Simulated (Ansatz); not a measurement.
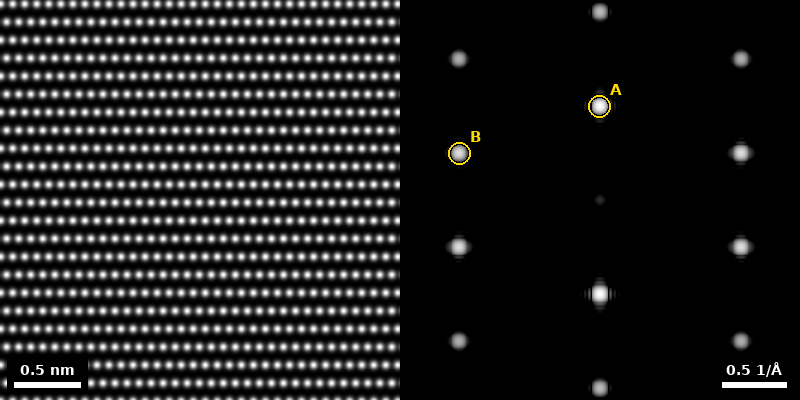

Z-contrast image of Rh (Fm-3m, No. 225) along [221]. Simulated incoherent Z contrast: every atom adds Z^1.6 spread by a probe of 0.50 Å full width; channelling and multiple scattering are left out. Atomic positions: the end point of a relaxation with DFT PBE, scalar-relativistic, plane waves, PAW (Ansatz 0.2.0); the starting structure was generated, so it need not be a known form of this composition.

The right panel is the modulus of the image's Fourier transform on a logarithmic scale.

a = 3.830 Å, b = 3.830 Å, c = 3.830 Å, α = 90.00°, β = 90.00°, γ = 90.00°

Question: Index the marked spots and give their plane spacings (the zone axis points at the viewer; indices equivalent by symmetry, or all signs reversed, are as good).

Answer: A: (-2 2 0), d = 1.35 Å; B: (-2 0 4), d = 0.86 Å. A and B enclose 72°, and every spot obeys the zone law hu + kv + lw = 0 for [221].
